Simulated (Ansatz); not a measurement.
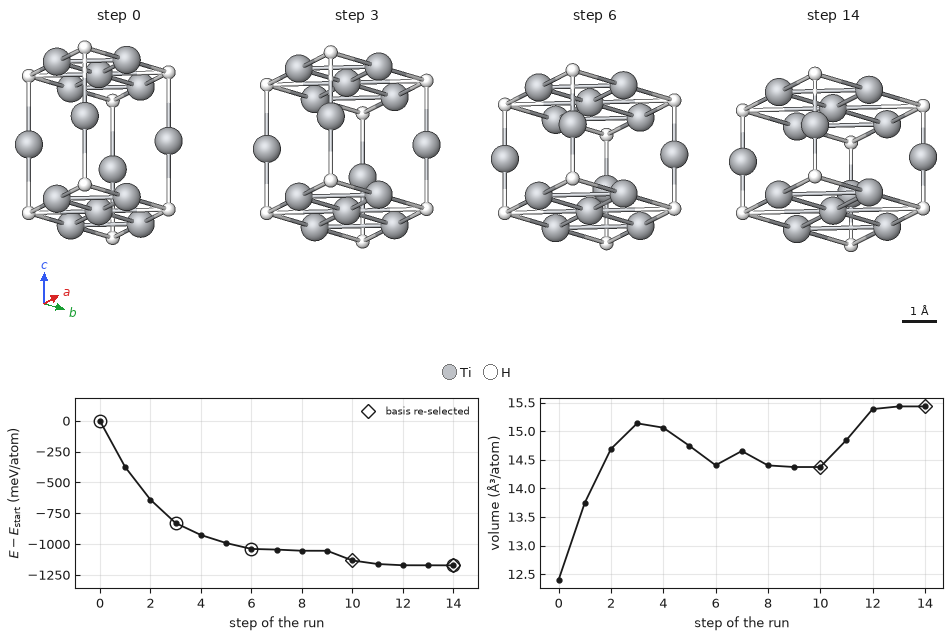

Frames of a relaxation of solid Ti₄H (a generated structure, set up in P6/mmm) (coarse preliminary run), marked on the history of the run. The picture is a ball-and-stick view of the cell of the calculation, seen from a free direction.

Level of theory: Ansatz, DFT PBE, scalar-relativistic, plane waves, PAW. Settings: plane-wave cutoff 420 eV; k-point mesh 6 × 6 × 4; occupations gaussian; smearing width 0.1 eV; no spin polarisation; cell and atoms relaxed; force threshold 0.04 eV/Å; at most 70 steps.

Describe the path.

Answer. After 12 accepted moves (14 points after the start) the energy has fallen by 1172 meV per atom. All forces vanish by symmetry, so only the cell relaxes. The pressure goes from 43.20 to 0.06 GPa. The SCF was repeated twice at an unchanged geometry on a basis and grid sized afresh for the cell, which shifted the energy by 78.6 meV per atom at most. No atom moves by more than 0.005 Å relative to the cell. The volume changes by +24.4 %, with a = b 4.153 → 5.357 Å (+29.0 %), c 4.151 → 3.105 Å (−25.2 %). Near-neighbour distances that change, for instance: Ti–Ti 4.151 → 3.105 Å, Ti–Ti 2.076 → 2.678 Å, H–Ti 2.076 → 2.678 Å, H–Ti 2.076 → 1.553 Å. The space group stays P6/mmm (No. 191). The run took 56 s on 1 thread of Intel(R) Xeon(R) Processor @ 2.70GHz, on a shared host, peak memory 0.39 GiB. From step 0 to 3: volume +22.1 %, energy −829 meV per atom. From step 3 to 6: volume −4.8 %, energy −210 meV per atom. From step 6 to 14: volume +7.1 %, energy −133 meV per atom.

```json
{"step": "0", "E − E(0), meV/atom": "0.00", "pressure, GPa": "43.20", "volume, Å³/atom": "12.401", "note": ""}
{"step": "1", "E − E(0), meV/atom": "-374.54", "pressure, GPa": "23.67", "volume, Å³/atom": "13.748", "note": ""}
{"step": "2", "E − E(0), meV/atom": "-639.19", "pressure, GPa": "11.96", "volume, Å³/atom": "14.689", "note": ""}
{"step": "3", "E − E(0), meV/atom": "-829.08", "pressure, GPa": "4.35", "volume, Å³/atom": "15.137", "note": ""}
{"step": "4", "E − E(0), meV/atom": "-926.05", "pressure, GPa": "1.51", "volume, Å³/atom": "15.061", "note": ""}
{"step": "5", "E − E(0), meV/atom": "-991.18", "pressure, GPa": "1.31", "volume, Å³/atom": "14.743", "note": ""}
{"step": "6", "E − E(0), meV/atom": "-1039.04", "pressure, GPa": "1.68", "volume, Å³/atom": "14.404", "note": ""}
{"step": "7", "E − E(0), meV/atom": "-1044.34", "pressure, GPa": "-4.24", "volume, Å³/atom": "14.653", "note": ""}
{"step": "8", "E − E(0), meV/atom": "-1053.74", "pressure, GPa": "-0.10", "volume, Å³/atom": "14.401", "note": ""}
{"step": "9", "E − E(0), meV/atom": "-1054.01", "pressure, GPa": "-0.05", "volume, Å³/atom": "14.373", "note": ""}
{"step": "10", "E − E(0), meV/atom": "-1132.59", "pressure, GPa": "7.09", "volume, Å³/atom": "14.373", "note": "same geometry, new basis"}
{"step": "11", "E − E(0), meV/atom": "-1161.40", "pressure, GPa": "3.66", "volume, Å³/atom": "14.845", "note": ""}
{"step": "12", "E − E(0), meV/atom": "-1171.49", "pressure, GPa": "0.29", "volume, Å³/atom": "15.386", "note": ""}
{"step": "13", "E − E(0), meV/atom": "-1171.78", "pressure, GPa": "0.09", "volume, Å³/atom": "15.433", "note": ""}
{"step": "14", "E − E(0), meV/atom": "-1172.25", "pressure, GPa": "0.06", "volume, Å³/atom": "15.433", "note": "same geometry, new basis"}
```

Limits of the set-up: the k-point mesh is coarse for a cell with partly filled bands.
